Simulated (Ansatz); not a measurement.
# C₈N: single-point calculation (part 3 of 3)

C₈N (slab, 9 atoms in the cell); DFT PBEsol, scalar-relativistic, plane waves, PAW, spin-polarised (Ansatz 0.2.0); cutoff 420 eV, 12×12×1 k-mesh, Gaussian smearing of 0.05 eV, collinear spins. The structure derives from an entry of the Crystallography Open Database. It belongs to a series of runs on one base structure; here: N lifted by +2.00 A from its best place.

Geometry of the input (Å; fractional positions):
```
2.4988  0.0000  0.0000
-1.2494  2.1640  0.0000
0.0000  0.0000  25.7639
C  0.3333  0.6667  0.3299
C  0.6667  0.3333  0.3502
C  0.6667  0.3333  0.4107
C  0.3333  0.6667  0.4310
C  0.3333  0.6667  0.5398
C  0.6667  0.3333  0.5404
C  0.6667  0.3333  0.6885
C  0.3333  0.6667  0.6885
N  0.5833  1.1667  0.8216
```

```
at 5 of the mixer's solves, the last at iteration 22, it left a direction of its history that read negative out of its fit and stepped the other way along it
WARN: The output density's exchange-correlation potential varies sharply where the density is thin. Do not read a vacuum level from v_tot or v_xc, or from such a field of the output density. On a cell that repeats whose density bears no net charge and no dipole along the vacuum's axis use v_es (v_loc + v_h of the components); under efield.dipole_correction with no amplitude use v_es + v_field, which holds any external_charges[].barrier, or the levels of the report's work_function block, which leave it out; under a non-zero efield.amplitude the vacuum is tilted and has no level; on a cell that repeats and bears such a dipole with no correction it is tilted too, and efield.dipole_correction with no amplitude gives each side of its ramp a level where efield: is served; in a cell that repeats whose density bears a net charge (total_charge, or a fill off its count) it is curved and has none; of a slab under crystal.periodic whose density bears no net charge use v_es, which has a level on each side, short of where the two are joined; of another it falls or rises all the way out and has none; of a slab beside external_charges read slab_vacuum_level instead, which it has where they leave it neutral. The grid or the basis barely resolves most such structure, and the values can differ between equally converged runs; as a rule a tighter scf.convergence.dr2_threshold does not remove it. Where the density itself ripples (under the LDA too) a higher basis.ecutwfc lessens it. The files hold the spikes' plane waves up to the density's cutoff. Files: v_tot_of_output_density and the like, and their columns of v_z.tsv (output.write_potential); v_xc_of_output_density and the like, and their columns of v_comp_z.tsv (output.write_potential_components). Measured: with its Gaussian average of σ = 0.25 Å subtracted twice, the exchange-correlation potential is over 0.1 eV at 1272 of the grid points where the equally averaged density (valence and model cores) is under 1e-3 e/Å³, and 0.992 eV at the most among them, at an averaged density of 2.8e-7 e/Å³. The input density's (outcome.potential() and, of a run that writes arrays, v_tot and v_xc) is over 0.1 eV, so measured, at 393 points of its own thin density, 0.604 eV at the most. See output.write_potential in the manual, Limitations
SCF converged after 35 iterations
an eigenvalue changed by more than its tolerance at an iteration that met the thresholds in force, so the SCF went on 1 time: the last check found none over its tolerance
Magnetization: 1.2350 μB (19.1175 up, 17.8825 down)
Absolute magnetization: 2.6037 μB (∫|ρ↑−ρ↓|, with the PAW one-centre terms)
Spin contamination: 0.5430 ħ² per cell (⟨S²⟩ above its minimum at these occupations)
Per-site moments (μB) at R_I (Å): [(0.27300580637456656, 0.632953651121265), (-0.0345583844748877, 0.632953651121265), (0.037370292027682314, 0.6329536514832316), (-0.2556949919639516, 0.6329536514832316), (0.01600959091273926, 0.5951427275179203), (-0.03905333433301284, 0.5951427275179203), (0.00020256485860275933, 0.5951102397335227), (0.002233371188244443, 0.5951102397335227), (1.0794341753222754, 1.0307611694693553)]
Free energy (F): -2342.399173 eV
Harris-Foulkes:  -2342.399173 eV  (|F-HF|=1.28e-8)
Internal energy: -2342.397802 eV  (E = F + TS)
E sigma→0 (E₀):  -2342.398488 eV
Entropy (-TS):   -0.001371 eV (-0.152 meV/atom)
Fermi energy:    0.844178 eV
Dipole field:    D = -0.054167 V/Å  (p = -0.041705 e·Å, saw-weighted, corrected)
Work function:   Φ+ = 7.0408 eV   Φ− = 5.6451 eV
Levels:          The Fermi level and band energies are counted from a zero that moves with the ramp; work functions are not
--- Per-component energies (eV) ---
  E_band       = -264.380190
  E_kinetic    = 829.422396
  E_local      = -19998.568353  (includes V_loc(G=0)·N_el)
  E_nonlocal   = 263.802322
  E_hartree    = 9626.154133
  E_xc         = -433.078284
  E_vxc        = -539.764552  (∫ρ·V_xc dr)
  E_paw        = -882.097066  (= ΣΔE_a)
  E_vpaw       = -69.808325  (= ΣTr[D̂ρ^β])
  E_aug_tail   = 0.000128  (compensation charges beyond the density's cutoff)
  E_efield     = 0.001130  (sawtooth field / dipole correction)
  E_vefield    = -1.783444  (∫n·V_field dr)
  E_ewald      = 8251.768890
  E_core_change = 0.196903  (= ΣΔE_core)
  E_smearing   = -0.001371  (= −TS)
  E_closure    = -0.000000  (closes the sum)
  Σ components = -2342.399173   (vs F -2342.399173, Δ=0.00e0)
--- Forces (eV/Å), atoms counted from 1 ---
  atom   1  C     -0.00000000     0.00000201     3.98607209
  atom   2  C      0.00000000    -0.00000023    -5.58963570
  atom   3  C      0.00000000    -0.00000055     5.48741812
  atom   4  C     -0.00000000    -0.00000397    -3.95010918
  atom   5  C     -0.00000000    -0.00009165     0.04949043
  atom   6  C      0.00000000     0.00007795     0.00554607
  atom   7  C     -0.00000000    -0.00004365     0.02481085
  atom   8  C     -0.00000000    -0.00013719     0.01406404
  atom   9  N      0.00000000     0.00019729    -0.02776122
  max |Σ_I F_I| component: 1.04e-4 eV/Å
--- Stress (GPa, compression-positive) ---
       -9.688385      -0.000000       0.000000
       -0.000000      -9.688593       0.000833
        0.000000       0.000833      -1.707222
  P = ⅓ Tr σ = -7.0281 GPa (-70.281 kbar)
--- Band table (eV; the first three rows and the last of 86) ---
  k-point 0 ↑: bands = ["-19.4083", "-18.1685", "-17.6936", "-16.1784", "-13.8006", "-9.1186", "-6.4648", "-5.7966", "-2.1149", "-2.0219", "-2.0219", "-1.8825", "-1.5641", "-1.5641", "-0.9189", "-0.9189", "0.7825", "0.7825", "2.5357", "2.8308", "2.8311", "6.0649", "6.2919", "7.4807", "7.7253", "7.7253", "8.1329", "9.0376", "9.0376"]
  k-point 1 ↑: bands = ["-19.2363", "-18.0081", "-17.5335", "-16.0153", "-13.6701", "-8.9634", "-6.2771", "-5.6088", "-2.6636", "-2.3494", "-2.2053", "-2.0059", "-1.8913", "-1.8344", "-1.6954", "-1.2635", "0.0728", "0.4543", "2.4314", "2.5958", "2.7455", "6.2638", "6.4704", "7.6372", "7.7735", "8.2172", "8.3598", "9.0814", "9.4107"]
  k-point 2 ↑: bands = ["-18.7225", "-17.5287", "-17.0552", "-15.5275", "-13.2910", "-8.5149", "-5.7210", "-5.0510", "-4.2742", "-3.8139", "-3.7520", "-3.1173", "-2.6584", "-2.0575", "-1.8831", "-1.6966", "-1.1201", "-0.3075", "1.3811", "2.5184", "2.5488", "6.8209", "6.9464", "7.6578", "8.3495", "8.9611", "9.0017", "9.3662", "9.4456"]
  k-point 42 ↓: bands = ["-14.9510", "-14.0217", "-13.5129", "-11.9067", "-9.8854", "-9.4202", "-9.2585", "-8.9220", "-7.8047", "-7.3271", "-7.3067", "-7.1593", "-5.2932", "-5.0752", "-1.9568", "-1.1334", "-0.6398", "0.2623", "1.4434", "2.0527", "2.7702", "3.7064", "4.2571", "8.0433", "10.1844", "10.8157", "11.3312", "12.0672", "12.3161"]
--- Löwdin populations: 9 sites ---
  site symbol       q [e]    m [muB]
     0      C      3.9460     0.6619
     1      C      4.0002    -0.1035
     2      C      4.0006     0.1043
     3      C      3.9769    -0.6101
     4      C      3.9532     0.0479
     5      C      3.9518    -0.0918
     6      C      3.9487    -0.0010
     7      C      3.9482     0.0041
     8      N      5.0292     1.2248
  spilling = 0.006628 (of n_electrons = 37.000000)
```

### File populations.tsv
```
# site	symbol	l	j	q_up	q_dn
# orbitals = lowdin
# n_electrons = 37.000000
# spilling = 0.006628
0	C	0_2S	-	0.581483	0.483958
0	C	1_2P	-	1.722464	1.158048
1	C	0_2S	-	0.469638	0.489714
1	C	1_2P	-	1.478710	1.562164
2	C	0_2S	-	0.490101	0.469413
2	C	1_2P	-	1.562369	1.478762
3	C	0_2S	-	0.488700	0.579195
3	C	1_2P	-	1.194667	1.714309
4	C	0_2S	-	0.461463	0.458384
4	C	1_2P	-	1.539068	1.494283
5	C	0_2S	-	0.457026	0.461508
5	C	1_2P	-	1.472947	1.560313
6	C	0_2S	-	0.459485	0.459548
6	C	1_2P	-	1.514331	1.515286
7	C	0_2S	-	0.459613	0.459398
7	C	1_2P	-	1.516527	1.512631
8	N	0_2S	-	0.995125	0.980102
8	N	1_2P	-	2.131894	0.922125
```

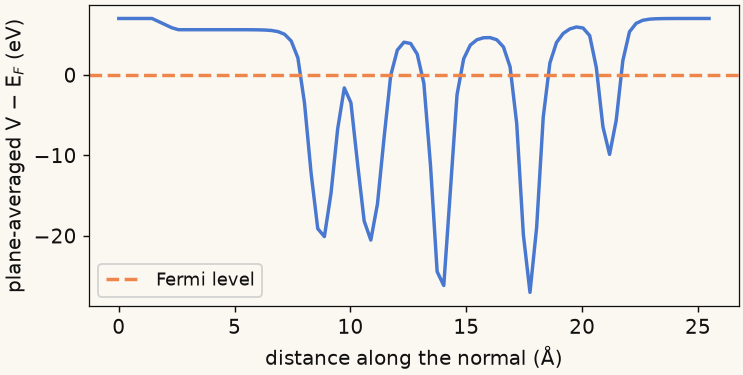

**Figure 1.** Plane average of the electrostatic potential energy of an electron across the cell, from the Fermi level. The vacuum level lies 7.04 eV above the Fermi level on the upper side and 5.65 eV on the lower.

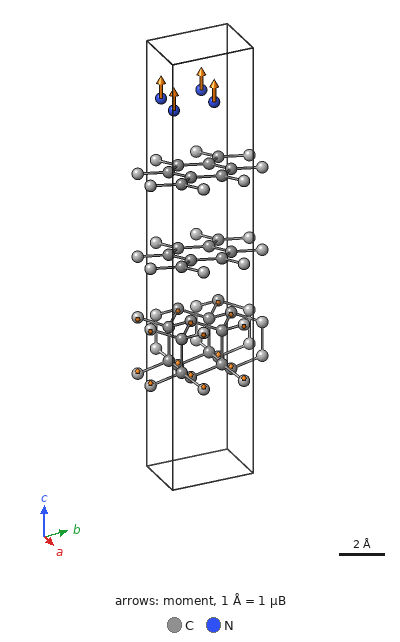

**Figure 2.** Magnetic moments of the sites as orange arrows (ball-and-stick view of the 2 × 2 repeat of the cell, with the vacuum cut short, seen slightly off an axis; neighbours outside the cell are drawn fainter); small moments hardly show. The run is collinear, so the axis drawn is arbitrary. Site moments: N9 (1.08 μB); C1 (0.27 μB); C4 (−0.26 μB). They are counted near the atoms and needn't add up to the moment of the cell. Atoms are counted from 1 in the order of the input.

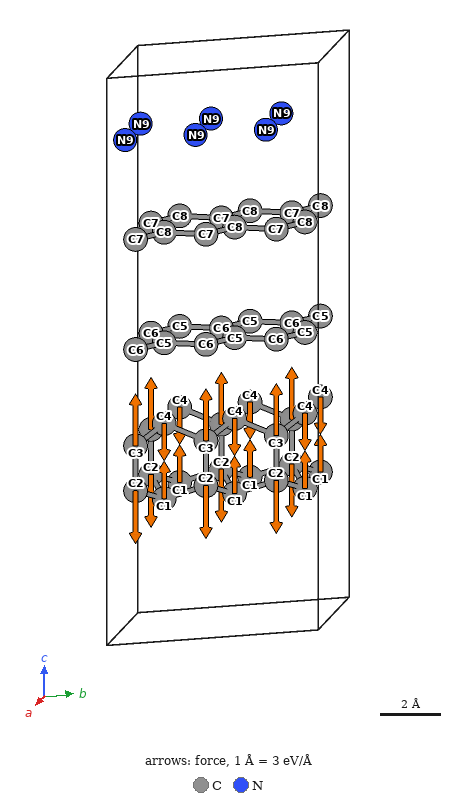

**Figure 3.** Forces on the atoms as orange arrows (ball-and-stick view of the 2 × 3 repeat of the cell, with the vacuum cut short, seen slightly off an axis; atoms are numbered from 1 in the order of the input); the smallest are left out. The largest act on C2 (5.59 eV/Å); C3 (5.49 eV/Å); C1 (3.99 eV/Å); C4 (3.95 eV/Å). The geometry is not a stationary point of this energy.

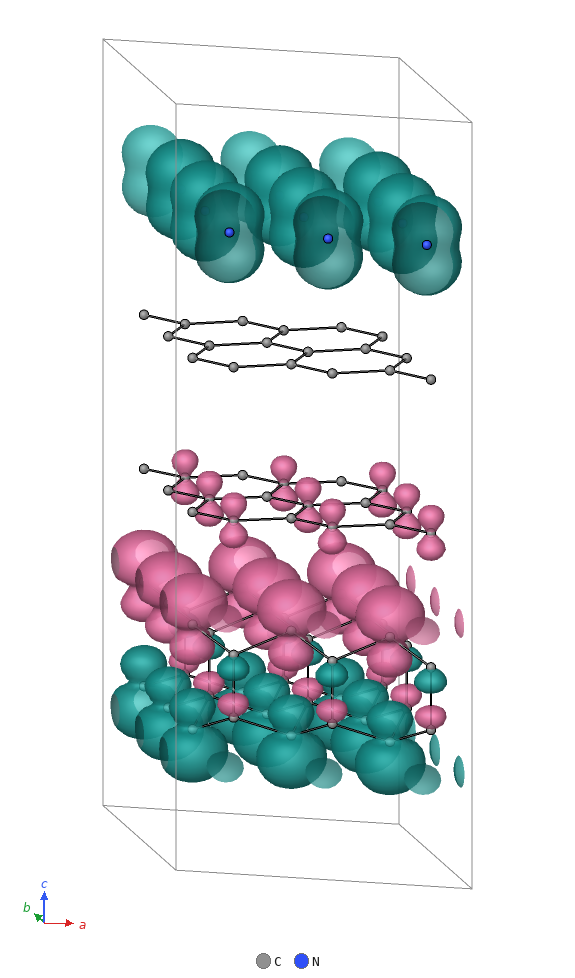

**Figure 4.** Isosurfaces of the spin density (up minus down) at +0.05 (teal) and −0.05 e/Å³ (pink), seen slightly off an axis. Sticks mark near contacts. The spin density sits on N: +1.1 μB in one cell of 9 atoms. The cell of the calculation (9 atoms) carries 1.2 μB net. The fields are those of the smooth PAW valence density.

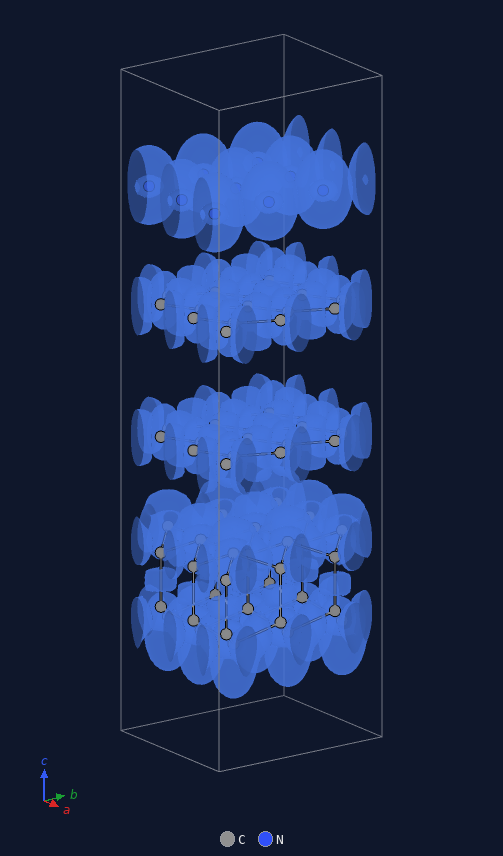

**Figure 5.** Isosurface of the electron localisation function at 0.7 (blue), seen slightly off an axis. Only the valence region is drawn (cores and ρ < 0.01 e/Å³ removed). Sticks mark near contacts. Values along the shortest contacts:
